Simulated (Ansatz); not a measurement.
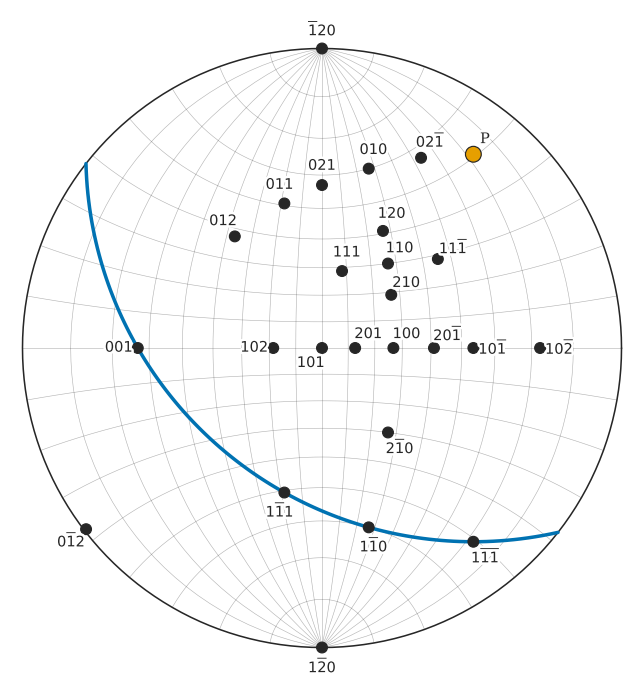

For GaAs, the end point of a relaxation with DFT PBE, scalar-relativistic, plane waves, PAW (Ansatz); the starting structure was generated, so it need not be a known form of this composition: stereographic projection of plane normals (upper hemisphere) centred on (1 0 1). All values are computed from the atomic coordinates in the standard setting (tolerance 0.002 Å).

a = 3.766 Å, b = 3.766 Å, c = 6.453 Å, α = 90.00°, β = 90.00°, γ = 120.00°.

Index the pole marked P.

Answer. P is (0 1 −1), in four indices (0 1 −1 −1), 78.8° from the centre.

Which zone does the coloured great circle trace?

Answer. The zone [1 1 0]: its poles satisfy h + k = 0.

What is the angle between the normals of (0 1 0) and (1 0 2), and what are their d_hkl = 1/|g|?

Answer. 69.4°; d = 3.261 Å and 2.294 Å.
